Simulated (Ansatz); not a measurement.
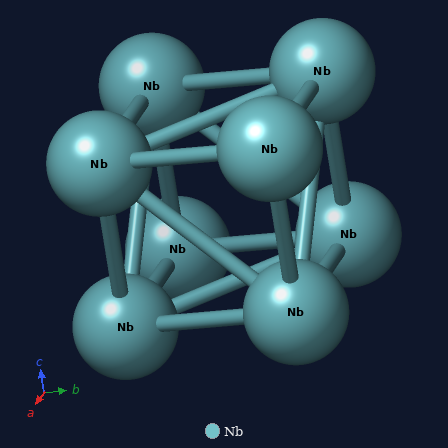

System: Nb, space group Fm-3m (No. 225). The picture shows the cell.

Structure:
```xyz
1
Lattice="0.0000 2.1150 2.1150 2.1150 0.0000 2.1150 2.1150 2.1150 0.0000" Properties=species:S:1:pos:R:3 pbc="T T T"
Nb    0.0000    0.0000    0.0000
```

How it was computed, with Ansatz 0.2.0: biaxial strain in the xy plane and strain along z of a crystal, fractional coordinates fixed, by plane-wave density functional theory with PAW datasets, free energies less that of the undisturbed cell, pressure positive in compression. Level: r2SCAN, no spin polarisation.

- wave cutoff: 500 eV
- k mesh: 20×20×20
- occupations: Gaussian
- smearing width: 0.15 eV
- k shift: (0, 0, 0) (mesh steps)
- start: as given

Describe the result: the map of the energy change and pressure over strain zz and strain xx = yy. The grid: strain zz −0.03, −0.015, 0, 0.015, 0.03 ; strain xx = yy −0.03, −0.015, 0, 0.015, 0.03.

At the origin a neighbouring grid point lies 11 meV/atom lower, so the given structure isn't at the minimum of this landscape. The energy change is least, −34 meV/atom, at strain zz of 0.03 and strain xx = yy of −0.03, and largest, 93 meV/atom, at strain zz of 0.03 and strain xx = yy of 0.03. The pressure is least, −14.15 GPa, at strain zz of 0.03 and strain xx = yy of 0.03, and largest, 15.24 GPa, at strain zz of −0.03 and strain xx = yy of −0.03.

Energy change (meV/atom); rows strain xx = yy, columns strain zz:
```
        -0.03  -0.015   0  0.015  0.03
 -0.03     62      36  11    -13   -34
-0.015     19       9  -1    -11   -20
     0     -9      -4   0      3     7
 0.015    -22      -4  13     29    45
  0.03    -19      10  39     66    93
```

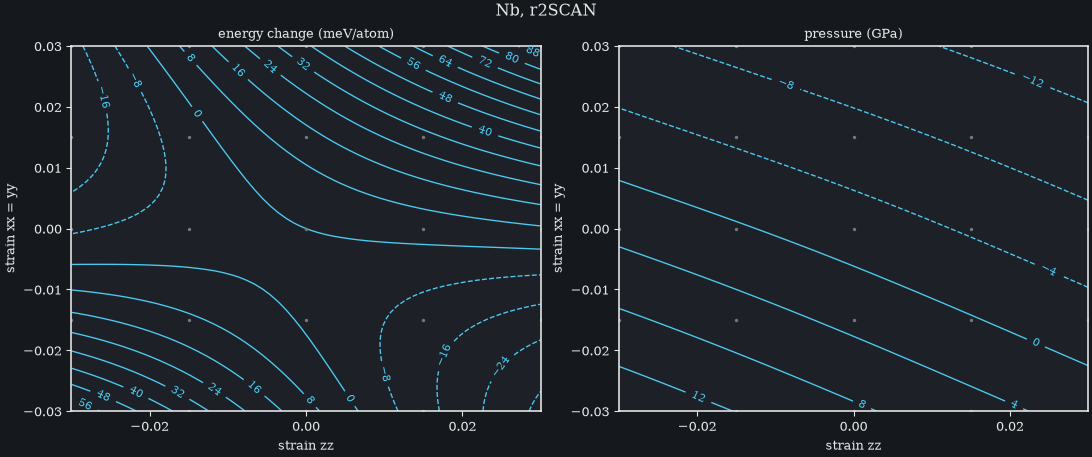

Keep in mind: reference crystal is not relaxed.
